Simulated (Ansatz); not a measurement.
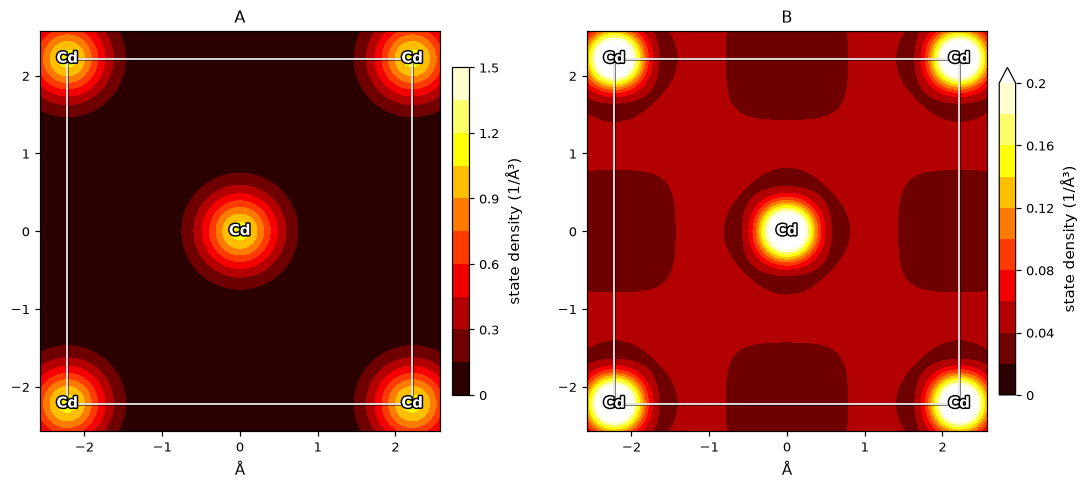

Cd: densities of the states in two energy windows, on the (100) plane of the conventional cell.

Space group Fm-3m; the calculation finds a residual pressure of about 2 GPa at this fixed cell. This isn't the usual form at ambient conditions. The cell comes from a database of computed structures, not from a measurement.

The calculation used DFT PBE, scalar-relativistic, plane waves, PAW in Ansatz.

Core electrons are frozen (PAW), so the fields are smoothed inside the atomic spheres.

```yaml
crystal:
  lattice:
    - [4.43630, 0.00000, 0.00000]
    - [0.00000, 4.43630, 0.00000]
    - [0.00000, 0.00000, 4.43630]
  atoms:
    - { symbol: Cd, position: [0.00000, 0.00000, 0.00000] }
    - { symbol: Cd, position: [0.50000, 0.50000, 0.00000] }
    - { symbol: Cd, position: [0.50000, 0.00000, 0.50000] }
    - { symbol: Cd, position: [0.00000, 0.50000, 0.50000] }
```

Question: The windows, about the Fermi level, are −9.8 to −6.5 eV and −6.5 to −3.3 eV. Which panel shows which?

Answer: Panel A: −9.8 to −6.5 eV, the lower third of the occupied valence band, mainly Cd 4d (over 95 %).
Panel B: −6.5 to −3.3 eV, the middle third of the occupied valence band, mainly Cd 5s (90 %).
The characters are Löwdin shares on a minimal set of atomic orbitals.
